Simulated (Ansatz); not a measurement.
Consider Ti.

Input

```
crystal:
  lattice:
    - [-1.632795, 1.632795, 1.641]
    - [1.632795, -1.632795, 1.641]
    - [1.649205, 1.649205, -1.641]
  atoms:
    - { symbol: Ti, position: [0.0, 0.0, 0.0] }
hamiltonian:
  xc: pbesol
  pseudopotentials: { kind: paw }
kpoints:
  mp_grid: { grid: [10, 10, 10] }
  band_path:
    path:
      - [[0.0, 0.0, 0.0], [0.5, -0.5, 0.0], [0.5, -0.5, -0.5], [0.0, 0.0, -0.5], [0.0, 0.0, 0.0], [0.5000187508, 0.5000187508, -0.5000187508], [0.747499875, -0.252500125, -0.247499875], [0.5, -0.5, 0.0]]
      - [[0.5000187508, 0.5000187508, -0.5000187508], [0.252500125, 0.252500125, -0.752500125], [0.0, 0.0, -0.5]]
      - [[0.5, 0.0, -0.5], [0.0, 0.0, 0.0]]
    npoints: 14
scf:
  occupations: { method: fermi_dirac, width: 0.05 }
  n_extra_bands: 6
output:
  forces: true
  stress: true
  eigenvalues: true
  fatbands: true
  write_density: true
  write_potential: true
  elf: true
  volumetric_format: npy
```

Launched as:

```sh
ansatz run input.yaml --threads 2 --pin off --max-ram 5632MiB --backend cpu --events-out ev --progress --plain --runs-dir out
```

Below, planes, directions and counts refer to the conventional cell (a = 3.28 Å, b = 4.62 Å, c = 4.66 Å, α = 90.00°, β = 90.00°, γ = 90.00°).

Space group Fmmm; computed pressure about −7 GPa in this cell.

The calculation used Kohn-Sham DFT of a periodic cell, PBEsol, Ansatz PAW in Ansatz 0.2.0.

Predict the valence pseudo-density and electron localisation function between the atoms.

Answer. Ti–Ti (2.85 Å): ρ at the midpoint is about 0.18 e/Å³; the ELF is about 0.20 at the midpoint: no localised pair shows between them.

Metal or insulator at this level of theory?

Answer. It is gapless in this calculation (a metal or semimetal).

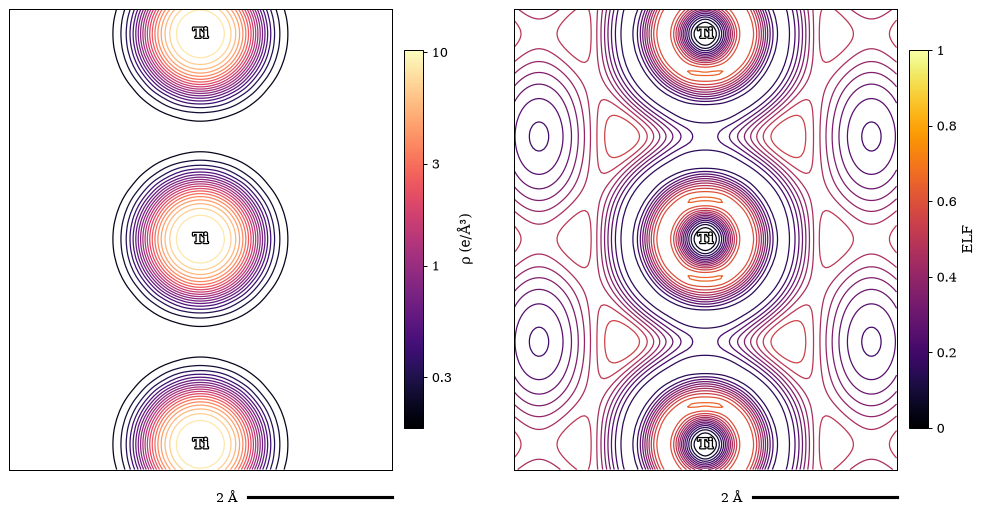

Computed valence pseudo-density and electron localisation function on the (101) plane of the conventional cell, in this order. 

The density is the valence pseudo-density of a PAW calculation; it isn't the true density close to the nuclei.
